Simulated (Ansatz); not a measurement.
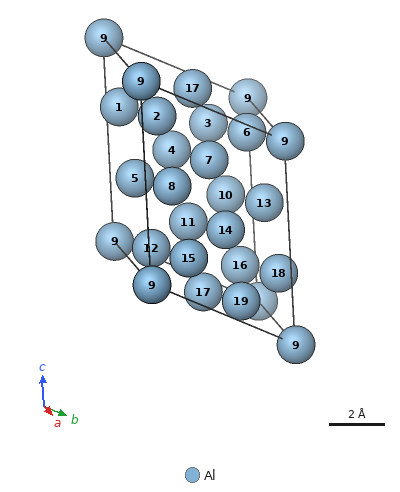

*The starting structure (spheres-only view of the cell of the calculation, seen slightly off an axis; atoms are numbered from 1 in the order of the input).*

## Nudged elastic band, with input and output: Al (part 1 of 2)

The run: nudged elastic band of Al (defect cell, 19 atoms in the cell). Method and program: DFT PBEsol, scalar-relativistic, plane waves, PAW, no spin polarisation (Ansatz 0.2.0).

The structure derives from an entry of the Crystallography Open Database. It belongs to a series of runs on one base structure; here: band between the two ends. Figures and captions count atoms from 1; the log counts them from 0 in places.

Input file:
```yaml
crystal:
  lattice:
    - [6.0233342682, 2.0077780894, 4.0155561788]
    - [-6.0233342682, -2.0077780894, 4.0155561788]
    - [2.0077780894, -6.0233342682, -4.0155561788]
  atoms:
    - { symbol: Al, position: [0.151462629, 0.0529101959, 0.704372825] }
    - { symbol: Al, position: [0.6083732303, 0.2040722819, 0.8016138805] }
    - { symbol: Al, position: [0.0975415986, 0.6932406502, 0.8016138805] }
    - { symbol: Al, position: [0.1959277181, 0.3975415986, 0.6043009484] }
    - { symbol: Al, position: [0.3, 0.1, 0.4] }
    - { symbol: Al, position: [0.55, 0.85, 0.9] }
    - { symbol: Al, position: [0.648115312, 0.5478647504, 0.6959800624] }
    - { symbol: Al, position: [0.7529101959, 0.248537371, 0.5014475669] }
    - { symbol: Al, position: [0.0024584014, 0.0067593498, -0.0016138805] }
    - { symbol: Al, position: [0.2478647504, 0.751884688, 0.4997494384] }
    - { symbol: Al, position: [0.3470898041, 0.451462629, 0.2985524331] }
    - { symbol: Al, position: [0.451884688, 0.1521352496, 0.1040199376] }
    - { symbol: Al, position: [0.7067593498, 0.9083732303, 0.6043009484] }
    - { symbol: Al, position: [0.8, 0.6, 0.4] }
    - { symbol: Al, position: [0.9040722819, 0.3024584014, 0.1956990516] }
    - { symbol: Al, position: [0.3932406502, 0.7916267697, 0.1956990516] }
    - { symbol: Al, position: [0.4916267697, 0.4959277181, 0.9983861195] }
    - { symbol: Al, position: [0.8521352496, 0.948115312, 0.3002505616] }
    - { symbol: Al, position: [0.948537371, 0.6470898041, 0.095627175] }
basis:
  ecutwfc: 420
kpoints:
  mp_grid: { grid: [4, 4, 4] }
hamiltonian:
  xc: pbesol
scf:
  occupations: { method: gaussian, width: 0.1 }
output:
  forces: true
neb:
  images: 5
  f_tol: 0.05
  max_iterations: 60
  order_check: false
  final_atoms:
    - { symbol: Al, position: [0.048537341, 0.3470898585, 0.8956271996] }
    - { symbol: Al, position: [0.5916268715, 0.1959277565, 0.7983861432] }
    - { symbol: Al, position: [0.1024583868, 0.7067592717, 0.7983861432] }
    - { symbol: Al, position: [0.1975416132, 0.3932407283, 0.6016138568] }
    - { symbol: Al, position: [0.2959277565, 0.0975416132, 0.4043008849] }
    - { symbol: Al, position: [0.5518847016, 0.8521352331, 0.9040199347] }
    - { symbol: Al, position: [0.65, 0.55, 0.7] }
    - { symbol: Al, position: [0.7481152984, 0.2478647669, 0.4959800653] }
    - { symbol: Al, position: [0.0040722435, 0.0024583868, -0.0043008849] }
    - { symbol: Al, position: [0.251462659, 0.7529101415, 0.5043728004] }
    - { symbol: Al, position: [0.3478647669, 0.4518847016, 0.2997494685] }
    - { symbol: Al, position: [0.4470898585, 0.151462659, 0.0985525175] }
    - { symbol: Al, position: [0.7083731285, 0.9040722435, 0.6016138568] }
    - { symbol: Al, position: [0.8067592717, 0.6083731285, 0.4043008849] }
    - { symbol: Al, position: [0.9, 0.3, 0.2] }
    - { symbol: Al, position: [0.4, 0.8, 0.2] }
    - { symbol: Al, position: [0.4932407283, 0.4916268715, 0.9956991151] }
    - { symbol: Al, position: [0.8529101415, 0.948537341, 0.3014474825] }
    - { symbol: Al, position: [0.9521352331, 0.6481152984, 0.1002505315] }
  climbing: false
```

Command:
```bash
ansatz run input.yaml --threads 4 --pin off --max-ram 9216MiB --backend cpu --events-out ev --progress --plain --runs-dir out
```

Log:
```
Warning: neb: disabling space-group detection — the band's intermediate images generally break the endpoint symmetry, so no spatial operation reduces the k-mesh or symmetrises the density, except that a semilocal band can use its path's symmetry ahead of convergence; time reversal is kept, so that k and −k are solved as one point where they differ and the mesh holds both, and exact exchange and, on two spinor components, a DFT+U term hold to it where the run has them: on two components no moment then forms, and a state that bears one, which a typed moment (crystal.atoms[].spin; refused beside efield: under a hybrid functional) reaches, can lie lower, under hf by electronvolts; crystal.symmetry.detect: false (a key that needs symmetry detection or time reversal refuses this as the deck is read) with time_reversal: false beside it drops time reversal too
Engine: ansatz 0.2.0, aarch64-unknown-linux-gnu
Pseudopotentials: kind: paw
Pseudopotential: Al, paw, valence charge 3, recommended cutoff 420 eV (normal), Al.paw.azcp
Functional definition: PBEsol
  exchange = pbesol_x
  correlation = pbesol_c
parallel-image band execution: 4 concurrent image workers
NEB image 0
Crystal: 19 atoms, lattice volume = 323.748 Å³
Basis set: ecut = 420 eV, 6353 PW (Γ), exchange–correlation on 108×108×108 points (8 copies of the dense FFT grid, shifted against one another)
Bands: 48, of which v1, the nominal top of the filled ones, is band 29 counted from 1 (28 counted from 0)
Symmetry: 1 space group operations
k-points: 36 of 64 (time reversal used)
Non-local potential: Al, projectors of the file, l = 0: 2, l = 1: 2, l = 2: 1
PAW form: soft (Blöchl's): semilocal exchange-correlation on the pseudo side does not see the compensation charge
PAW frozen core: Al, regenerated for the run's functional, and the local potential with it (the file was generated under x = pbe(κ = 0.804, μ = 0.2195149727645171), c = pbe(β = 0.06672455060314922))
PAW one-centre angular grid: Al, 110 points (default); XC on 64 Gauss nodes
Initial density: superposition of atomic densities (neutral atoms: chi_scale 0, normalization atom), corrected by the library's trained network
Initial wavefunctions: pseudopotential atomic-orbital guess
Functional: x = pbesol(κ = 0.804, μ = 0.12345679012345678), c = pbesol(β = 0.046)
SCF iter   1: F=—  HF=-9965.633135 eV  |F-HF|=—  |Δ(HF+E_count)|=         —  Δρ=1.19e-3  dr2=1.00e-2  ethr=1.77e-3  ⟨swp⟩=7.5  Hψ=8932  notcnv=0  defer=26
preconditioner: auto → Kerker (q_TF=auto, 2.043 Å⁻¹)  [metal: Δε(μ)=0.031 eV  Ē_g=6.704 eV  σ=0.100 eV  W_gap=0.17  n_scr=46 (ndim 8)  ℏωp=15.6 eV  f_vac=0.000  D(μ)=6.36/eV (n_scr^D=42)]
SCF iter   2: F=—  HF=-9965.632870 eV  |F-HF|=—  |Δ(HF+E_count)|=   2.65e-4  Δρ=7.49e-4  dr2=3.67e-3  ethr=1.76e-5  ⟨swp⟩=2.1  Hψ=2982  notcnv=0  defer=26
SCF iter   3: F=—  HF=-9965.632933 eV  |F-HF|=—  |Δ(HF+E_count)|=   6.29e-5  Δρ=1.19e-4  dr2=1.57e-4  ethr=6.43e-6  ⟨swp⟩=2.4  Hψ=2071  notcnv=0  defer=26
SCF iter   4: F=—  HF=-9965.632939 eV  |F-HF|=—  |Δ(HF+E_count)|=   6.41e-6  Δρ=5.43e-5  dr2=3.00e-5  ethr=2.76e-7  ⟨swp⟩=2.4  Hψ=2132  notcnv=0  defer=26
SCF iter   5: F=—  HF=-9965.632934 eV  |F-HF|=—  |Δ(HF+E_count)|=   5.40e-6  Δρ=1.27e-5  dr2=1.18e-6  ethr=5.26e-8  ⟨swp⟩=2.3  Hψ=1991  notcnv=0  defer=26
SCF iter   6: F=-9965.632934 eV  HF=-9965.632934 eV  |F-HF|=1.86e-8  |Δ(HF+E_count)|=   7.55e-8  Δρ=2.53e-6  dr2=3.81e-8  ethr=1.75e-10  ⟨swp⟩=2.9  Hψ=5836  notcnv=0
SCF 1 converged in 6 iterations: F = -9965.632934 eV  dr2 = 3.81e-8
  greatest PAW one-centre occupation: 0.453 electrons in one spin orbital (limit 2), on the Al atom at site 4 (counted from 0), in its partial waves of l = 0
NSCF: frozen V_eff on 36 k-points
NEB image 6
SCF iter   1: F=—  HF=-9965.633131 eV  |F-HF|=—  |Δ(HF+E_count)|=         —  Δρ=1.19e-3  dr2=1.00e-2  ethr=1.77e-3  ⟨swp⟩=7.3  Hψ=8902  notcnv=0  defer=25
SCF iter   2: F=—  HF=-9965.632867 eV  |F-HF|=—  |Δ(HF+E_count)|=   2.64e-4  Δρ=7.49e-4  dr2=3.66e-3  ethr=1.76e-5  ⟨swp⟩=2.1  Hψ=3007  notcnv=0  defer=25
SCF iter   3: F=—  HF=-9965.632929 eV  |F-HF|=—  |Δ(HF+E_count)|=   6.22e-5  Δρ=1.19e-4  dr2=1.58e-4  ethr=6.42e-6  ⟨swp⟩=2.4  Hψ=2071  notcnv=0  defer=25
SCF iter   4: F=—  HF=-9965.632936 eV  |F-HF|=—  |Δ(HF+E_count)|=   6.97e-6  Δρ=5.45e-5  dr2=3.03e-5  ethr=2.77e-7  ⟨swp⟩=2.4  Hψ=2130  notcnv=0  defer=25
SCF iter   5: F=—  HF=-9965.632934 eV  |F-HF|=—  |Δ(HF+E_count)|=   2.46e-6  Δρ=1.27e-5  dr2=1.17e-6  ethr=5.31e-8  ⟨swp⟩=2.3  Hψ=1993  notcnv=0  defer=25
SCF iter   6: F=-9965.632934 eV  HF=-9965.632934 eV  |F-HF|=1.83e-8  |Δ(HF+E_count)|=   7.72e-8  Δρ=2.51e-6  dr2=3.74e-8  ethr=1.75e-10  ⟨swp⟩=2.9  Hψ=5849  notcnv=0
SCF 2 converged in 6 iterations: F = -9965.632934 eV  dr2 = 3.74e-8
[... from here on the iterations of each SCF are left out, up to the last one ...]
NSCF: frozen V_eff on 36 k-points
NEB end point (image 0): max|allowed force component| = 4.420e-3 eV/Å (the criterion of neb.relax_end_points is 1.000e-2)
NEB end point (image 6): max|allowed force component| = 4.417e-3 eV/Å (the criterion of neb.relax_end_points is 1.000e-2)
NEB image 1
preconditioner: auto → Kerker (q_TF=auto, 2.043 Å⁻¹)  [metal: Δε(μ)=0.022 eV  Ē_g=6.694 eV  σ=0.100 eV  W_gap=0.13  n_scr=46 (ndim 8)  ℏωp=15.6 eV  f_vac=0.000  D(μ)=7.25/eV (n_scr^D=46)]
SCF 3 converged in 6 iterations: F = -9965.309803 eV  dr2 = 3.15e-8
NEB image 2
preconditioner: auto → Kerker (q_TF=auto, 2.043 Å⁻¹)  [metal: Δε(μ)=0.017 eV  Ē_g=6.688 eV  σ=0.100 eV  W_gap=0.10  n_scr=46 (ndim 8)  ℏωp=15.6 eV  f_vac=0.000  D(μ)=7.84/eV (n_scr^D=46)]
SCF 4 converged in 6 iterations: F = -9964.689023 eV  dr2 = 2.62e-8
NEB image 3
preconditioner: auto → Kerker (q_TF=auto, 2.043 Å⁻¹)  [metal: Δε(μ)=0.004 eV  Ē_g=6.685 eV  σ=0.100 eV  W_gap=0.02  n_scr=46 (ndim 8)  ℏωp=15.6 eV  f_vac=0.000  D(μ)=8.49/eV (n_scr^D=54)]
SCF 5 converged in 6 iterations: F = -9964.371454 eV  dr2 = 9.06e-9
NEB image 4
SCF 6 converged in 6 iterations: F = -9964.689025 eV  dr2 = 2.58e-8
NEB image 5
SCF 7 converged in 6 iterations: F = -9965.309804 eV  dr2 = 3.10e-8
NEB iter   1: max|band force component| = 1.248e0 eV/Å  barrier→ = 1.2615 eV  barrier← = 1.2615 eV  Δτ_max = 0.1360 Å  (42 SCF iters)
NEB image 1
Initial density: handed on by an earlier stage of this run
Initial wavefunctions: those handed on with the density
preconditioner: auto → Kerker (q_TF=auto, 2.043 Å⁻¹)  [metal: Δε(μ)=0.016 eV  Ē_g=6.693 eV  σ=0.100 eV  W_gap=0.09  n_scr=46 (ndim 8)  ℏωp=15.6 eV  f_vac=0.000  D(μ)=6.84/eV (n_scr^D=42)]
SCF 8 converged in 6 iterations: F = -9965.436734 eV  dr2 = 3.19e-8
NEB image 2
preconditioner: auto → Kerker (q_TF=auto, 2.043 Å⁻¹)  [metal: Δε(μ)=0.026 eV  Ē_g=6.686 eV  σ=0.100 eV  W_gap=0.14  n_scr=46 (ndim 8)  ℏωp=15.6 eV  f_vac=0.000  D(μ)=7.00/eV (n_scr^D=42)]
SCF 9 converged in 6 iterations: F = -9965.071227 eV  dr2 = 1.27e-8
NEB image 3
preconditioner: auto → Kerker (q_TF=auto, 2.043 Å⁻¹)  [metal: Δε(μ)=0.008 eV  Ē_g=6.681 eV  σ=0.100 eV  W_gap=0.05  n_scr=46 (ndim 8)  ℏωp=15.6 eV  f_vac=0.000  D(μ)=7.80/eV (n_scr^D=46)]
SCF 10 converged in 6 iterations: F = -9964.894957 eV  dr2 = 2.01e-8
NEB image 4
SCF 11 converged in 6 iterations: F = -9965.071227 eV  dr2 = 1.25e-8
NEB image 5
SCF 12 converged in 6 iterations: F = -9965.436734 eV  dr2 = 3.16e-8
NEB iter   2: max|band force component| = 3.094e-1 eV/Å  barrier→ = 0.7380 eV  barrier← = 0.7380 eV  Δτ_max = 0.0611 Å  (30 SCF iters)
NEB image 1
preconditioner: auto → Kerker (q_TF=auto, 2.043 Å⁻¹)  [metal: Δε(μ)=0.011 eV  Ē_g=6.693 eV  σ=0.100 eV  W_gap=0.06  n_scr=46 (ndim 8)  ℏωp=15.6 eV  f_vac=0.000  D(μ)=6.94/eV (n_scr^D=42)]
SCF 13 converged in 5 iterations: F = -9965.451024 eV  dr2 = 3.31e-8
NEB image 2
preconditioner: auto → Kerker (q_TF=auto, 2.043 Å⁻¹)  [metal: Δε(μ)=0.025 eV  Ē_g=6.683 eV  σ=0.100 eV  W_gap=0.14  n_scr=46 (ndim 8)  ℏωp=15.6 eV  f_vac=0.000  D(μ)=7.17/eV (n_scr^D=46)]
SCF 14 converged in 5 iterations: F = -9965.119374 eV  dr2 = 4.53e-8
NEB image 3
preconditioner: auto → Kerker (q_TF=auto, 2.043 Å⁻¹)  [metal: Δε(μ)=0.012 eV  Ē_g=6.677 eV  σ=0.100 eV  W_gap=0.07  n_scr=46 (ndim 8)  ℏωp=15.6 eV  f_vac=0.000  D(μ)=7.97/eV (n_scr^D=54)]
SCF 15 converged in 5 iterations: F = -9964.965657 eV  dr2 = 9.57e-8
NEB image 4
SCF 16 converged in 5 iterations: F = -9965.119375 eV  dr2 = 4.55e-8
NEB image 5
preconditioner: auto → Kerker (q_TF=auto, 2.043 Å⁻¹)  [metal: Δε(μ)=0.011 eV  Ē_g=6.693 eV  σ=0.100 eV  W_gap=0.06  n_scr=46 (ndim 8)  ℏωp=15.6 eV  f_vac=0.000  D(μ)=6.95/eV (n_scr^D=42)]
SCF 17 converged in 5 iterations: F = -9965.451024 eV  dr2 = 3.43e-8
NEB iter   3: max|band force component| = 6.265e-2 eV/Å  barrier→ = 0.6673 eV  barrier← = 0.6673 eV  Δτ_max = 0.0318 Å  (25 SCF iters)
NEB image 1
preconditioner: auto → Kerker (q_TF=auto, 2.043 Å⁻¹)  [metal: Δε(μ)=0.013 eV  Ē_g=6.693 eV  σ=0.100 eV  W_gap=0.07  n_scr=46 (ndim 8)  ℏωp=15.6 eV  f_vac=0.000  D(μ)=7.06/eV (n_scr^D=46)]
SCF 18 converged in 5 iterations: F = -9965.452698 eV  dr2 = 1.71e-9
NEB image 2
preconditioner: auto → Kerker (q_TF=auto, 2.043 Å⁻¹)  [metal: Δε(μ)=0.028 eV  Ē_g=6.682 eV  σ=0.100 eV  W_gap=0.16  n_scr=46 (ndim 8)  ℏωp=15.6 eV  f_vac=0.000  D(μ)=7.33/eV (n_scr^D=46)]
SCF 19 converged in 5 iterations: F = -9965.124516 eV  dr2 = 5.68e-9
NEB image 3
preconditioner: auto → Kerker (q_TF=auto, 2.043 Å⁻¹)  [metal: Δε(μ)=0.024 eV  Ē_g=6.675 eV  σ=0.100 eV  W_gap=0.14  n_scr=46 (ndim 8)  ℏωp=15.6 eV  f_vac=0.000  D(μ)=7.99/eV (n_scr^D=54)]
SCF 20 converged in 5 iterations: F = -9964.973097 eV  dr2 = 1.03e-8
NEB image 4
SCF 21 converged in 5 iterations: F = -9965.124516 eV  dr2 = 5.55e-9
NEB image 5
iter 1 solved again at ethr=1.85e-6 eV; its pass at ethr=3.10e-3 eV (dr2=1.06e-3 eV) is discarded
SCF iter   1: F=—  HF=-9965.452955 eV  |F-HF|=—  |Δ(HF+E_count)|=         —  Δρ=4.12e-4  dr2=1.13e-3  ethr=1.85e-6  ⟨swp⟩=2.9  Hψ=8502  notcnv=0
SCF iter   2: F=—  HF=-9965.452780 eV  |F-HF|=—  |Δ(HF+E_count)|=   1.75e-4  Δρ=2.46e-4  dr2=3.59e-4  ethr=1.85e-6  ⟨swp⟩=1.0  Hψ=1728  notcnv=0
SCF iter   3: F=—  HF=-9965.452697 eV  |F-HF|=—  |Δ(HF+E_count)|=   8.30e-5  Δρ=2.41e-5  dr2=2.26e-6  ethr=6.29e-7  ⟨swp⟩=2.2  Hψ=2476  notcnv=0
SCF iter   4: F=—  HF=-9965.452698 eV  |F-HF|=—  |Δ(HF+E_count)|=   8.58e-7  Δρ=2.89e-6  dr2=3.07e-8  ethr=1.75e-10  ⟨swp⟩=3.1  Hψ=6549  notcnv=0
SCF iter   5: F=-9965.452698 eV  HF=-9965.452698 eV  |F-HF|=2.38e-10  |Δ(HF+E_count)|=   3.72e-9  Δρ=5.90e-7  dr2=1.68e-9  ethr=5.38e-11  ⟨swp⟩=2.0  Hψ=4633  notcnv=0
SCF 22 converged in 5 iterations: F = -9965.452698 eV  dr2 = 1.68e-9
NEB image 1
NSCF: frozen V_eff on 36 k-points
NEB image 2
NSCF: frozen V_eff on 36 k-points
NEB image 4
NSCF: frozen V_eff on 36 k-points
NEB image 5
NSCF: frozen V_eff on 36 k-points
NEB image 3
NSCF: frozen V_eff on 36 k-points
the band table was solved once a step of the walk had ended and its energy, with any forces and stress, was formed, with the checks that follow a solve (8320 applications of the Hamiltonian). They found nothing against the state; the energy, forces and stress were not computed again (output.eigenvalues in the input reference)
NEB iter   4: max|band force component| = 1.352e-2 eV/Å  barrier→ = 0.6598 eV  barrier← = 0.6598 eV  Δτ_max = 0.0000 Å  (25 SCF iters)
```

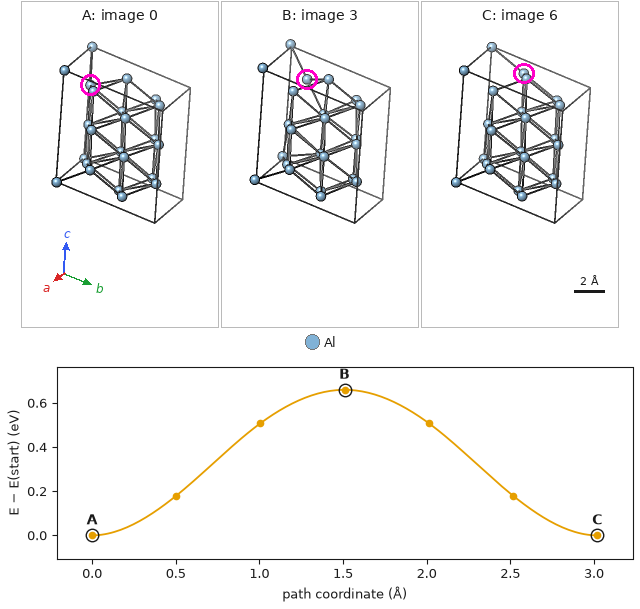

*Images of the last band (counted from 0; ball-and-stick, reduced simulation cell, seen slightly off an axis), with the moving atom and its periodic copies ringed, above the energy along the path; the line is a cubic interpolation that uses the forces.*

The highest image is number 3, 0.660 eV above the start and 0.660 eV above the end; start and end have the same energy. The path is 3.02 Å long, and Al1 moves most (2.80 Å). The band converged in 4 iterations.

```
SCF converged after 5 iterations
Free energy (F): -9964.973097 eV
Harris-Foulkes:  -9964.973097 eV  (|F-HF|=3.49e-9)
Internal energy: -9964.933156 eV  (E = F + TS)
E sigma→0 (E₀):  -9964.953127 eV
Entropy (-TS):   -0.039941 eV (-2.102 meV/atom)
Fermi energy:    7.438629 eV
--- Per-component energies (eV) ---
  E_band       = 178.597889
  E_kinetic    = 431.328861
  E_local      = 146.296854  (includes V_loc(G=0)·N_el)
  E_nonlocal   = 199.127701
  E_hartree    = 11.151168
  E_xc         = -746.625645
  E_vxc        = -551.276118  (∫ρ·V_xc dr)
  E_paw        = -8640.014075  (= ΣΔE_a)
  E_vpaw       = -69.182118  (= ΣTr[D̂ρ^β])
  E_aug_tail   = -0.000046  (compensation charges beyond the density's cutoff)
  E_ewald      = -1366.561616
  E_core_change = 0.363642  (= ΣΔE_core)
  E_smearing   = -0.039941  (= −TS)
  E_closure    = 0.000000  (closes the sum)
  Σ components = -9964.973097   (vs F -9964.973097, Δ=0.00e0)
--- Forces (eV/Å), atoms counted from 1 ---
  atom   1  Al     0.00000017    -0.00000021     0.00000010
  atom   2  Al    -0.00000007    -0.00000017     0.00000016
  atom   3  Al     0.00000011     0.00000003    -0.00000015
  atom   4  Al    -0.00213663     0.00654526     0.00366773
  atom   5  Al     0.00106963     0.00501639     0.00431701
  atom   6  Al    -0.00346723     0.00468647    -0.00000019
  atom   7  Al     0.00346718    -0.00468628     0.00000011
  atom   8  Al     0.00045546    -0.00545209     0.00000029
  atom   9  Al     0.00213661    -0.00654586    -0.00366746
  atom  10  Al    -0.01156281    -0.01352112    -0.00000025
  atom  11  Al    -0.00890355     0.00390850    -0.00000007
  atom  12  Al    -0.00045608     0.00545186    -0.00000014
  atom  13  Al    -0.00213631     0.00654543    -0.00366785
  atom  14  Al     0.00106995     0.00501610    -0.00431707
  atom  15  Al    -0.00106938    -0.00501619    -0.00431687
  atom  16  Al    -0.00106973    -0.00501590     0.00431683
  atom  17  Al     0.00213641    -0.00654570     0.00366738
  atom  18  Al     0.00890357    -0.00390779     0.00000017
  atom  19  Al     0.01156279     0.01352119     0.00000019
  max |Σ_I F_I| component: 1.02e-7 eV/Å
--- Band table (eV; the first three rows and the last of 36) ---
```
